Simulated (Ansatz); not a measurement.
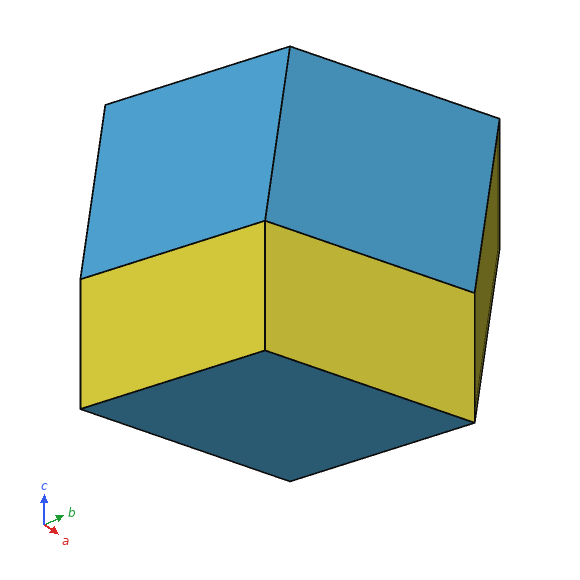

The shape was computed with the Donnay–Harker form of the Bravais–Friedel law: planes with larger spacing d grow more slowly and so show as larger faces; centring, glide planes and screw axes halve or divide d. Faces of one form share a colour. Cell of C: space group R32 (No. 155), a = 5.273 Å, b = 5.273 Å, c = 4.282 Å, α = 90.00°, β = 90.00°, γ = 120.00°. Source: the geometry relaxed with Ansatz 0.2.0, DFT PBE, scalar-relativistic, plane waves, PAW; the starting structure was generated, so it need not be a known form of this composition. Forms under 0.4 % of the area are left out. Forms are taken in the Laue class: a face and its opposite count as one form.

**Index the forms that can be seen.**

blue: {101} (d = 3.12 Å, 67 % of the area); yellow: {110} (d = 2.64 Å, 33 % of the area).
